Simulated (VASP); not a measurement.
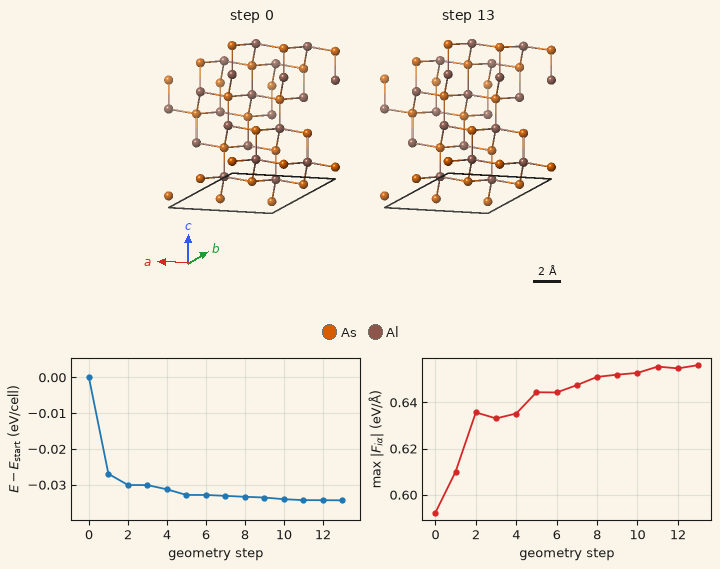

First and last geometry of a relaxation of a slab of composition AlAs, with the history of the run. A ball-and-stick model of the 2 × 2 repeat of the cell, outlined in the plane, without the vacuum, seen from a free direction.

The run lets the atoms move in a fixed cell. 4 atoms are held fixed.

Computed with VASP, Kohn-Sham DFT of a periodic cell, PBE with D4, VASP PAW PBE potentials, recommended.

Input
```
PREC = Accurate ; ENCUT = 520
EDIFF = 1E-6 ; ISMEAR = 0
SIGMA = 0.05 ; LREAL = F
LASPH = T ; NELM = 80
ALGO = Fast ; ISIF = 2
LWAVE = F ; LCHARG = F
LDIPOL = T ; IDIPOL = 3
DIPOL = 0.5 0.5 0.500 ; GGA = PE
IVDW = 13 ; IBRION = 2
NSW = 40 ; EDIFFG = -0.01
```

Run as
```bash
cat potpaw_PBE.64/As/POTCAR potpaw_PBE.64/Al/POTCAR > POTCAR
mpirun -np 1 vasp_std > vasp.out
```

Read the history and describe the run.

It converged. The largest move is that of an As atom, 0.093 Å along the normal (+c). By element the largest moves are As 0.093 Å, Al 0.017 Å. The cell doesn't change. Some distances before and after: Al–As 2.451 → 2.533 Å, Al–As 2.451 → 2.509 Å, Al–As 2.451 → 2.427 Å. After 13 geometry steps the energy has fallen by 34.3 meV per cell of the calculation. The largest force component goes from 0.59 to 0.66 eV/Å. It ran on 1 thread of Intel(R) Xeon(R) Platinum 8259CL CPU @ 2.50GHz (Skylake/Cascade Lake) (shared host).

```csv
step,"E − E(0), meV/atom","largest force component, eV/Å"
0,0.00,0.5923
1,-3.36,0.6101
2,-3.75,0.6357
3,-3.76,0.6331
4,-3.90,0.6352
5,-4.10,0.6444
6,-4.10,0.6443
7,-4.13,0.6475
8,-4.16,0.6511
9,-4.19,0.6520
10,-4.25,0.6528
11,-4.28,0.6555
12,-4.28,0.6547
13,-4.29,0.6562
```
